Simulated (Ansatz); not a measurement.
**Two runs on Ge**

System: Ge (2 atoms in the cell).
Method of run 1: DFT r2SCAN, scalar-relativistic, plane waves, PAW, no spin polarisation (Ansatz 0.2.0).

The structure derives from a Materials Project entry. Text and figures count atoms from 1; the logs count them from 0 in places.

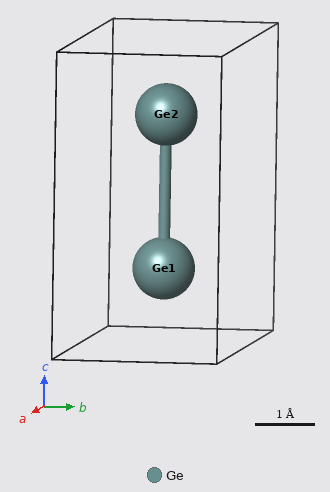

**Figure 1.** The input geometry (ball-and-stick view of the cell of the calculation, seen slightly off an axis; atoms are numbered from 1 in the order of the input). An atom can appear more than once, as a periodic image.

**Input file, run 1**
```yaml
crystal:
  lattice:
    - [1.397592124, -2.5262146454, -0.0698796062]
    - [1.397592124, 2.5262146454, -0.0698796062]
    - [-0.2649614187, 0.0, 5.2992283745]
  atoms:
    - { symbol: Ge, position: [0.5002627511, 0.4997372489, 0.25] }
    - { symbol: Ge, position: [0.4997372489, 0.5002627511, 0.75] }
basis:
  ecutwfc: 500
kpoints:
  mp_grid: { grid: [24, 24, 12] }
hamiltonian:
  xc: r2scan
scf:
  occupations: { method: gaussian, width: 0.15 }
output:
  forces: true
  stress: true
  eigenvalues: true
```

Command:
```bash
ansatz run input.yaml --threads 1 --pin off --max-ram 2560MiB --backend cpu --events-out ev --progress --plain --runs-dir out
```

Hardware: 1 thread of AMD EPYC (Zen 5), 32 GiB of memory available, shared host.

**Output, shortened to warnings, some set-up lines, iterations and results (run 1)**
```
Basis set: ecut = 500 eV, 951 PW (Γ), exchange–correlation on 96×96×160 points (64 copies of the dense FFT grid, shifted against one another)
Symmetry: 4 space group operations
k-points: 1814 of 6912
Initial density: superposition of atomic densities (neutral atoms: chi_scale 0, normalization atom), corrected by the library's trained network
[...]
SCF iter   1: F=—  HF=-8604.945989 eV  |F-HF|=—  |Δ(HF+E_count)|=         —  Δρ=6.70e-3  dr2=5.69e-3  dr2_τ=1.44e-3  ethr=1.77e-3  ⟨swp⟩=5.1  Hψ=133968  notcnv=0
SCF iter   2: F=—  HF=-8604.970969 eV  |F-HF|=—  |Δ(HF+E_count)|=   2.50e-2  Δρ=2.44e-3  dr2=1.14e-3  dr2_τ=2.28e-5  ethr=2.03e-5  ⟨swp⟩=2.0  Hψ=79054  notcnv=0  defer=448
SCF iter   3: F=—  HF=-8604.971450 eV  |F-HF|=—  |Δ(HF+E_count)|=   4.82e-4  Δρ=1.61e-3  dr2=5.71e-4  dr2_τ=6.26e-6  ethr=4.06e-6  ⟨swp⟩=1.0  Hψ=32178  notcnv=0  defer=448
SCF iter   4: F=—  HF=-8604.971686 eV  |F-HF|=—  |Δ(HF+E_count)|=   2.35e-4  Δρ=4.91e-4  dr2=6.87e-5  dr2_τ=7.48e-7  ethr=2.04e-6  ⟨swp⟩=1.8  Hψ=35157  notcnv=0  defer=448
SCF iter   5: F=—  HF=-8604.971713 eV  |F-HF|=—  |Δ(HF+E_count)|=   2.75e-5  Δρ=9.08e-5  dr2=2.82e-6  dr2_τ=1.69e-8  ethr=2.45e-7  ⟨swp⟩=2.0  Hψ=38696  notcnv=0  defer=448
SCF iter   6: F=-8604.971714 eV  HF=-8604.971714 eV  |F-HF|=1.08e-9  |Δ(HF+E_count)|=   9.53e-7  Δρ=8.21e-6  dr2=3.47e-8  dr2_τ=1.93e-10  ethr=3.57e-10  ⟨swp⟩=4.1  Hψ=136518  …
SCF 1 converged in 6 iterations: F = -8604.971714 eV  dr2 = 3.47e-8
SCF converged after 6 iterations
Free energy (F): -8604.971714 eV
Harris-Foulkes:  -8604.971714 eV  (|F-HF|=1.08e-9)
Internal energy: -8604.962469 eV  (E = F + TS)
E sigma→0 (E₀):  -8604.967092 eV
Entropy (-TS):   -0.009245 eV (-4.623 meV/atom)
Fermi energy:    11.033840 eV
--- Per-component energies (eV) ---
  E_band       = -243.039450
  E_kinetic    = 220.877743
  E_local      = -4296.202415  (includes V_loc(G=0)·N_el)
  E_nonlocal   = 835.215549
  E_hartree    = 1883.548709
  E_xc         = -138.230872
  E_vxc        = -136.185421  (∫ρ·V_xc dr)
  E_paw        = -4063.152988  (= ΣΔE_a)
  E_vpaw       = -641.674644  (= ΣTr[D̂ρ^β])
  E_aug_tail   = 0.000036  (compensation charges beyond the density's cutoff)
  E_vtau       = 7.841475  (kinetic-family band-sum trace: ∫τ·v_τ [+ j·A + Jᵃ·Aᵃ] dr)
  E_ewald      = -3044.846699
  E_core_change = -2.171532  (= ΣΔE_core)
  E_smearing   = -0.009245  (= −TS)
  E_closure    = -0.000000  (closes the sum)
  Σ components = -8604.971714   (vs F -8604.971714, Δ=0.00e0)
--- Forces (eV/Å), atoms counted from 1 ---
  atom   1  Ge    -0.00000000     0.00120173    -0.00000000
  atom   2  Ge     0.00000000    -0.00120173     0.00000000
  max |Σ_I F_I| component: 0.00e0 eV/Å
--- Stress (GPa, compression-positive) ---
        1.402553      -0.000000       5.393630
       -0.000000      -1.009782       0.000000
        5.393630       0.000000       1.077804
  P = ⅓ Tr σ = 0.4902 GPa (4.902 kbar)
```

For run 2 the input was changed thus:
```diff
-    - [1.397592124, -2.5262146454, -0.0698796062]
-    - [1.397592124, 2.5262146454, -0.0698796062]
-    - [-0.2649614187, 0.0, 5.2992283745]
+    - [1.397592124, -2.5262146454, -0.0349398031]
+    - [1.397592124, 2.5262146454, -0.0349398031]
+    - [-0.1324807094, 0.0, 5.2992283745]
```

What does this change do to the results?

With the same functional and potentials, run 2 lies 25.1 meV per atom lower. The pressure goes from 0.49 to 0.09 GPa. The volume per atom goes from 18.66 to 18.70 Å³. The number of SCF iterations is the same. The plane waves at Γ go from 951 to 947.

**Output, shortened to warnings, some set-up lines, iterations and results (run 2)**
```
Basis set: ecut = 500 eV, 947 PW (Γ), exchange–correlation on 96×96×160 points (64 copies of the dense FFT grid, shifted against one another)
Symmetry: 4 space group operations
k-points: 1814 of 6912
Initial density: superposition of atomic densities (neutral atoms: chi_scale 0, normalization atom), corrected by the library's trained network
[...]
SCF iter   1: F=—  HF=-8604.996395 eV  |F-HF|=—  |Δ(HF+E_count)|=         —  Δρ=6.58e-3  dr2=5.46e-3  dr2_τ=1.47e-3  ethr=1.77e-3  ⟨swp⟩=5.1  Hψ=133844  notcnv=0
SCF iter   2: F=—  HF=-8605.021256 eV  |F-HF|=—  |Δ(HF+E_count)|=   2.49e-2  Δρ=2.31e-3  dr2=1.01e-3  dr2_τ=2.23e-5  ethr=1.95e-5  ⟨swp⟩=2.0  Hψ=79055  notcnv=0  defer=435
SCF iter   3: F=—  HF=-8605.021658 eV  |F-HF|=—  |Δ(HF+E_count)|=   4.02e-4  Δρ=1.53e-3  dr2=5.13e-4  dr2_τ=5.63e-6  ethr=3.61e-6  ⟨swp⟩=1.0  Hψ=32190  notcnv=0  defer=435
SCF iter   4: F=—  HF=-8605.021857 eV  |F-HF|=—  |Δ(HF+E_count)|=   1.99e-4  Δρ=2.57e-4  dr2=2.86e-5  dr2_τ=2.38e-7  ethr=1.83e-6  ⟨swp⟩=2.0  Hψ=38863  notcnv=0  defer=435
SCF iter   5: F=—  HF=-8605.021868 eV  |F-HF|=—  |Δ(HF+E_count)|=   1.14e-5  Δρ=5.86e-5  dr2=1.56e-6  dr2_τ=7.93e-9  ethr=1.02e-7  ⟨swp⟩=2.0  Hψ=38939  notcnv=0  defer=435
SCF iter   6: F=-8605.021868 eV  HF=-8605.021868 eV  |F-HF|=3.37e-9  |Δ(HF+E_count)|=   5.24e-7  Δρ=8.55e-6  dr2=2.94e-8  dr2_τ=1.82e-10  ethr=3.57e-10  ⟨swp⟩=4.0  Hψ=120326  …
SCF 1 converged in 6 iterations: F = -8605.021868 eV  dr2 = 2.94e-8
SCF converged after 6 iterations
Free energy (F): -8605.021868 eV
Harris-Foulkes:  -8605.021868 eV  (|F-HF|=3.37e-9)
Internal energy: -8605.013289 eV  (E = F + TS)
E sigma→0 (E₀):  -8605.017579 eV
Entropy (-TS):   -0.008579 eV (-4.290 meV/atom)
Fermi energy:    10.999728 eV
--- Per-component energies (eV) ---
  E_band       = -244.012784
  E_kinetic    = 220.814504
  E_local      = -4301.530050  (includes V_loc(G=0)·N_el)
  E_nonlocal   = 835.334291
  E_hartree    = 1885.822700
  E_xc         = -138.199082
  E_vxc        = -136.128011  (∫ρ·V_xc dr)
  E_paw        = -4063.313090  (= ΣΔE_a)
  E_vpaw       = -641.971609  (= ΣTr[D̂ρ^β])
  E_aug_tail   = 0.000035  (compensation charges beyond the density's cutoff)
  E_vtau       = 7.828320  (kinetic-family band-sum trace: ∫τ·v_τ [+ j·A + Jᵃ·Aᵃ] dr)
  E_ewald      = -3041.771065
  E_core_change = -2.171532  (= ΣΔE_core)
  E_smearing   = -0.008579  (= −TS)
  E_closure    = -0.000000  (closes the sum)
  Σ components = -8605.021868   (vs F -8605.021868, Δ=0.00e0)
--- Forces (eV/Å), atoms counted from 1 ---
  atom   1  Ge    -0.00000000     0.00130209    -0.00000000
  atom   2  Ge     0.00000000    -0.00130209     0.00000000
  max |Σ_I F_I| component: 0.00e0 eV/Å
--- Stress (GPa, compression-positive) ---
        0.944241      -0.000000       2.947465
       -0.000000      -1.001097      -0.000000
        2.947465      -0.000000       0.322295
  P = ⅓ Tr σ = 0.0885 GPa (0.885 kbar)
```

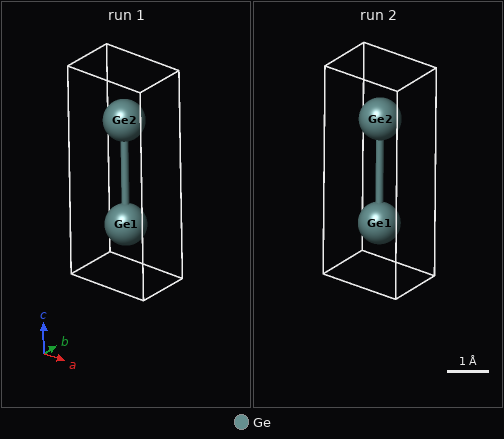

**Figure 2.** The two input geometries at one scale (ball-and-stick view of the cell of the calculation, seen slightly off an axis). No atom moves by more than 0.005 Å relative to the cell. The drawn cell changes as follows: a = b 2.888 → 2.887 Å (0.0 %), c 5.306 → 5.301 Å (−0.1 %), α 92.8° → 91.4°, β 92.8° → 91.4°; the volume changes by +0.2 %.

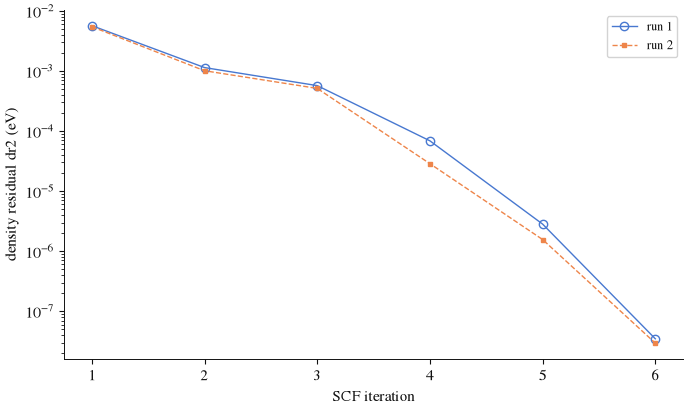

**Figure 3.** Convergence of the two runs: density residual dr2 against the SCF iteration. Run 1 takes 6 iterations in all, and run 2 takes 6.

**The two runs side by side**

| quantity | run 1 | run 2 |
| --- | --- | --- |
| outcome | converged | converged |
| free energy per atom (eV) | −4302.4859 | −4302.5109 |
| energy per atom, smearing taken to zero (eV) | −4302.4835 | −4302.5088 |
| gap on the mesh (eV) | 0.00 | 0.00 |
| pressure (GPa) | 0.49 | 0.09 |
| volume per atom (Å³) | 18.66 | 18.70 |
| largest force (eV/Å) | 0.001 | 0.001 |
| SCF iterations | 6 | 6 |
| irreducible k-points | 1814 | 1814 |
| plane waves at Γ | 951 | 947 |
| wall time (shared host) | 35 s | 34 s |
